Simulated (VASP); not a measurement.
## Geometry relaxation of MnS (part 2 of 2)

Continued. System: MnS (Fm-3m, 4 atoms in the cell). Method: Kohn-Sham DFT of a periodic cell, PBE, VASP PAW PBE potentials, recommended (VASP 6.6.1); cutoff 200 eV, 8×8×6 k-mesh, Gaussian smearing of 0.02 eV, collinear spins. The structure derives from an entry of the Crystallography Open Database. The run did not end well.

Geometry of the input (Å; fractional positions):
```
0.0000  2.6045  -2.6045
0.0000  2.6045  2.6045
5.2090  0.0000  0.0000
Mn 0.0000  0.0000  0.0000
Mn 0.5000  0.5000  0.5000
S  -0.0000  1.0000  0.5000
S  0.5000  1.5000  1.0000
```

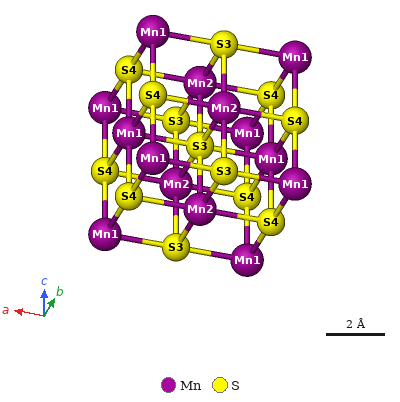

**Figure 1.** The starting structure (ball-and-stick view of the cell 2 times as large as that of the calculation, set on its symmetry axes, seen at an oblique angle; atoms are numbered from 1 in the order of the input).

Parts of OUTCAR, continued
```
 k-point     1 :       0.0000    0.0000    0.0000
  band No.  band energies     occupation
      1     -44.5401      1.00000
      2     -44.4189      1.00000
      3     -44.4189      1.00000
      4     -40.0491      1.00000
      5     -39.9706      1.00000
      6     -39.9706      1.00000
      7      -7.8387      1.00000
      8      -6.4085      1.00000
      9       0.9079      1.00000
     10       2.7632      1.00000
     11       3.1824      1.00000
     12       3.1824      1.00000
     13       3.2734      1.00000
     14       3.3215      1.00000
     15       3.3215      1.00000
     16       3.5107      1.00000
     17       4.8474      1.00000
     18       4.8611      1.00000
     19       4.8611      1.00000
     20       6.1505      1.00000
     21       7.0186      0.00000
     22       7.2605      0.00000
     23       7.2605      0.00000

 k-point     2 :       0.1250    0.0000    0.0000
  band No.  band energies     occupation
      1     -44.4957      1.00000
      2     -44.3983      1.00000
      3     -44.3658      1.00000
      4     -40.0082      1.00000
      5     -39.9543      1.00000
      6     -39.9219      1.00000
      7      -7.7362      1.00000
      8      -6.3836      1.00000
      9       0.9897      1.00000
     10       2.3019      1.00000
     11       2.7076      1.00000
     12       3.1772      1.00000
     13       3.2106      1.00000
     14       3.2274      1.00000
     15       3.4332      1.00000
     16       3.6757      1.00000
     17       4.3782      1.00000
     18       4.7750      1.00000
     19       5.0310      1.00000
     20       6.4866      1.00000
     21       7.2811      0.00000
     22       7.3364      0.00000
     23       7.3698      0.00000

 k-point     3 :       0.2500    0.0000    0.0000
  band No.  band energies     occupation
      1     -44.3848      1.00000
      2     -44.2890      1.00000
      3     -44.2773      1.00000
      4     -39.9000      1.00000
      5     -39.8492      1.00000
      6     -39.8350      1.00000
      7      -7.4509      1.00000
      8      -6.3484      1.00000
      9       1.2295      1.00000
     10       1.3843      1.00000
     11       2.2524      1.00000
     12       2.5698      1.00000
     13       3.0347      1.00000
     14       3.3199      1.00000
     15       3.4191      1.00000
     16       3.5916      1.00000
     17       4.1821      1.00000
     18       4.6334      1.00000
     19       5.6704      1.00000
     20       7.0226      0.00000
     21       7.3466      0.00000
     22       7.5296      0.00000
     23       7.5528      0.00000

 k-point     4 :       0.3750    0.0000    0.0000
  band No.  band energies     occupation
      1     -44.3867      1.00000
      2     -44.3828      1.00000
      3     -44.3172      1.00000
      4     -39.9402      1.00000
      5     -39.9033      1.00000
      6     -39.8755      1.00000
      7      -7.0529      1.00000
      8      -6.4110      1.00000
      9       0.7162      1.00000
     10       1.5861      1.00000
     11       1.6131      1.00000
     12       1.9005      1.00000
     13       2.7039      1.00000
     14       3.3306      1.00000
     15       3.3467      1.00000
     16       3.5070      1.00000
     17       4.1956      1.00000
     18       4.4764      1.00000
     19       6.3872      1.00000
     20       7.3625      0.00000
     21       7.3721      0.00000
     22       7.6223      0.00000
     23       7.6975      0.00000

 k-point     5 :       0.5000    0.0000    0.0000
  band No.  band energies     occupation
      1     -44.3675      1.00000
      2     -44.3661      1.00000
      3     -44.2777      1.00000
      4     -39.9251      1.00000
      5     -39.8851      1.00000
      6     -39.8380      1.00000
      7      -6.6856      1.00000
      8      -6.6337      1.00000
      9       0.5227      1.00000
     10       1.2079      1.00000
     11       1.8233      1.00000
     12       1.8442      1.00000
     13       2.4521      1.00000
     14       3.2715      1.00000
     15       3.3541      1.00000
     16       3.5666      1.00000
     17       4.2307      1.00000
     18       4.4329      1.00000
     19       6.7453      0.00000
     20       7.3820      0.00000
     21       7.4521      0.00000
     22       7.7656      0.00000
     23       7.7821      0.00000

 [... the levels of 18 k-points are left out ...]

 k-point    24 :       0.5000    0.1250    0.1667
  band No.  band energies     occupation
      1     -44.4351      1.00000
      2     -44.3911      1.00000
      3     -44.3843      1.00000
      4     -39.9506      1.00000
      5     -39.9490      1.00000
      6     -39.9401      1.00000
      7      -6.6291      1.00000
      8      -6.5658      1.00000
      9       0.4422      1.00000
     10       0.8020      1.00000
     11       1.7812      1.00000
     12       2.1172      1.00000
     13       2.4343      1.00000
     14       2.8686      1.00000
     15       3.5707      1.00000
     16       3.6506      1.00000
     17       4.1930      1.00000
     18       4.8205      1.00000
     19       6.0504      1.00000
     20       7.4274      0.00000
     21       7.6041      0.00000
     22       7.6337      0.00000
     23       7.9430      0.00000

 [... further k-points ...]

 spin component 2

 k-point     1 :       0.0000    0.0000    0.0000
  band No.  band energies     occupation
      1     -44.5401      1.00000
      2     -44.4189      1.00000
      3     -44.4189      1.00000
      4     -40.0491      1.00000
      5     -39.9706      1.00000
      6     -39.9706      1.00000
      7      -7.8387      1.00000
      8      -6.4085      1.00000
      9       0.9079      1.00000
     10       2.7632      1.00000
     11       3.1824      1.00000
     12       3.1824      1.00000
     13       3.2734      1.00000
     14       3.3215      1.00000
     15       3.3215      1.00000
     16       3.5107      1.00000
     17       4.8474      1.00000
     18       4.8611      1.00000
     19       4.8611      1.00000
     20       6.1505      1.00000
     21       7.0186      0.00000
     22       7.2605      0.00000
     23       7.2605      0.00000

 k-point     2 :       0.1250    0.0000    0.0000
  band No.  band energies     occupation
      1     -44.4957      1.00000
      2     -44.3983      1.00000
      3     -44.3658      1.00000
      4     -40.0082      1.00000
      5     -39.9543      1.00000
      6     -39.9219      1.00000
      7      -7.7362      1.00000
      8      -6.3836      1.00000
      9       0.9897      1.00000
     10       2.3019      1.00000
     11       2.7076      1.00000
     12       3.1772      1.00000
     13       3.2106      1.00000
     14       3.2274      1.00000
     15       3.4332      1.00000
     16       3.6757      1.00000
     17       4.3782      1.00000
     18       4.7750      1.00000
     19       5.0310      1.00000
     20       6.4866      1.00000
     21       7.2811      0.00000
     22       7.3364      0.00000
     23       7.3699      0.00000

 k-point     3 :       0.2500    0.0000    0.0000
  band No.  band energies     occupation
      1     -44.3848      1.00000
      2     -44.2890      1.00000
      3     -44.2773      1.00000
      4     -39.9000      1.00000
      5     -39.8492      1.00000
      6     -39.8350      1.00000
      7      -7.4509      1.00000
      8      -6.3484      1.00000
      9       1.2295      1.00000
     10       1.3843      1.00000
     11       2.2524      1.00000
     12       2.5698      1.00000
     13       3.0347      1.00000
     14       3.3199      1.00000
     15       3.4191      1.00000
     16       3.5916      1.00000
     17       4.1821      1.00000
     18       4.6334      1.00000
     19       5.6704      1.00000
     20       7.0226      0.00000
     21       7.3466      0.00000
     22       7.5296      0.00000
     23       7.5528      0.00000

 k-point     4 :       0.3750    0.0000    0.0000
  band No.  band energies     occupation
      1     -44.3867      1.00000
      2     -44.3828      1.00000
      3     -44.3172      1.00000
      4     -39.9402      1.00000
      5     -39.9033      1.00000
      6     -39.8755      1.00000
      7      -7.0529      1.00000
      8      -6.4110      1.00000
      9       0.7162      1.00000
     10       1.5861      1.00000
     11       1.6131      1.00000
     12       1.9005      1.00000
     13       2.7039      1.00000
     14       3.3306      1.00000
     15       3.3467      1.00000
     16       3.5070      1.00000
     17       4.1956      1.00000
     18       4.4764      1.00000
     19       6.3872      1.00000
     20       7.3625      0.00000
     21       7.3721      0.00000
     22       7.6223      0.00000
     23       7.6975      0.00000

 k-point     5 :       0.5000    0.0000    0.0000
  band No.  band energies     occupation
      1     -44.3675      1.00000
      2     -44.3661      1.00000
      3     -44.2777      1.00000
      4     -39.9251      1.00000
      5     -39.8851      1.00000
      6     -39.8380      1.00000
      7      -6.6856      1.00000
      8      -6.6337      1.00000
      9       0.5227      1.00000
     10       1.2079      1.00000
     11       1.8233      1.00000
     12       1.8442      1.00000
     13       2.4521      1.00000
     14       3.2715      1.00000
     15       3.3541      1.00000
     16       3.5666      1.00000
     17       4.2307      1.00000
     18       4.4329      1.00000
     19       6.7453      0.00000
     20       7.3820      0.00000
     21       7.4521      0.00000
     22       7.7656      0.00000
     23       7.7821      0.00000

 [... the levels of 18 k-points are left out ...]

 k-point    24 :       0.5000    0.1250    0.1667
  band No.  band energies     occupation
      1     -44.4351      1.00000
      2     -44.3911      1.00000
      3     -44.3843      1.00000
      4     -39.9506      1.00000
      5     -39.9490      1.00000
      6     -39.9401      1.00000
      7      -6.6291      1.00000
      8      -6.5658      1.00000
      9       0.4422      1.00000
     10       0.8020      1.00000
     11       1.7812      1.00000
     12       2.1172      1.00000
     13       2.4343      1.00000
     14       2.8686      1.00000
     15       3.5707      1.00000
     16       3.6506      1.00000
     17       4.1930      1.00000
     18       4.8205      1.00000
     19       6.0504      1.00000
     20       7.4274      0.00000
     21       7.6041      0.00000
     22       7.6337      0.00000
     23       7.9430      0.00000

 [... further k-points ...]

------------------------ aborting loop because EDIFF is reached ----------------------------------------

 total charge

# of ion       s       p       d       tot
------------------------------------------
    1        0.209   6.224   5.048  11.481
    2        0.209   6.224   5.048  11.481
    3        1.337   2.486   0.000   3.822
    4        1.337   2.486   0.000   3.822
--------------------------------------------------
tot          3.091  17.419  10.096  30.606

 magnetization (x)

# of ion       s       p       d       tot
------------------------------------------
    1        0.039   0.034   4.221   4.293
    2       -0.039  -0.034  -4.221  -4.293
    3       -0.009  -0.040   0.000  -0.048
    4        0.009   0.040   0.000   0.048
--------------------------------------------------
tot          0.000   0.000   0.000   0.000

  FORCE on cell =-STRESS in cart. coord.  units (eV):
  Direction    XX          YY          ZZ          XY          YZ          ZX
  --------------------------------------------------------------------------------------
  -------------------------------------------------------------------------------------
  Total      -36.2635531    -36.5025075    -36.5025075     -0.0000000      0.0000000      0.0000000
  in kB     -822.1439389   -827.5613598   -827.5613598     -0.0000000      0.0000000      0.0000000
  external PRESSURE =    -825.7555529 kB  Pullay stress =       0.0000000 kB

 VOLUME and BASIS-vectors are now :
 -----------------------------------------------------------------------------
  energy-cutoff  :      200.00
  volume of cell :       70.67
      direct lattice vectors                 reciprocal lattice vectors
     0.000000000  2.604500000 -2.604500000     0.000000000  0.191975427 -0.191975427
     0.000000000  2.604500000  2.604500000     0.000000000  0.191975427  0.191975427
     5.209000000  0.000000000  0.000000000     0.191975427  0.000000000  0.000000000

 POSITION                                       TOTAL-FORCE (eV/Angst)
 -----------------------------------------------------------------------------------
      0.00000      0.00000      0.00000         0.000000      0.000000     -0.000000
      2.60450      2.60450      0.00000        -0.000000      0.000000      0.000000
      2.60450      0.00000      0.00000         0.000000      0.000000     -0.000000
      0.00000      2.60450      0.00000         0.000000     -0.000000     -0.000000
 -----------------------------------------------------------------------------------
    total drift:                               -0.000000      0.000000     -0.000000

  FREE ENERGIE OF THE ION-ELECTRON SYSTEM (eV)
  ---------------------------------------------------
  free  energy   TOTEN  =       -25.9700642452 eV

  energy  without entropy=      -25.9698554591  energy(sigma->0) =      -25.96995985
```

Outcome

| quantity | value |
| --- | --- |
| outcome | ended with an error |
| space group (tolerance 0.01 Å) | Fm-3m (225) |
| hardware | 1 thread of Intel Xeon (Sapphire Rapids), 64 GiB of memory available, shared host |
| wall time | 38 s |

Diagnosis

The run ended with an error.
